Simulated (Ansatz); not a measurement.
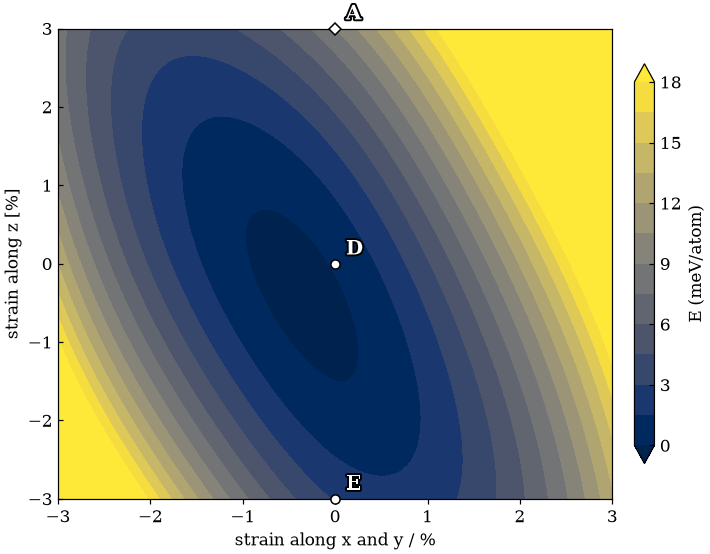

ZnS (F-43m, No. 216; 2 atoms in the cell). The cell is strained homogeneously, by one strain along x and y and another along z, with fractional coordinates fixed (x, y and z along the cube axes). Coordinates scanned: (1) strain along x and y; (2) strain along z. The grid has 5 × 5 points. Energies are in meV/atom, from the lowest grid point. The reference cell is the one listed in the database, not relaxed at this level. Method: DFT r2SCAN, scalar-relativistic, plane waves, PAW in Ansatz 0.2.0. Settings: cutoff 500 eV, k-mesh 8×8×8, gaussian smearing 0.05 eV, no spin polarisation.

The picture shows filled contours, one colour for all values above the top of the scale, lettered points. Between grid points the surface is interpolated.

**Is A the lowest point of the computed grid?**

No. A lies 9.0 meV/atom above the lowest grid point, which is at strain along x and y = 0.0 %, strain along z = −1.5 %.

**Rank the lettered points by energy, lowest first.**

D (0.1 meV/atom), E (2.9 meV/atom), A (9.0 meV/atom).
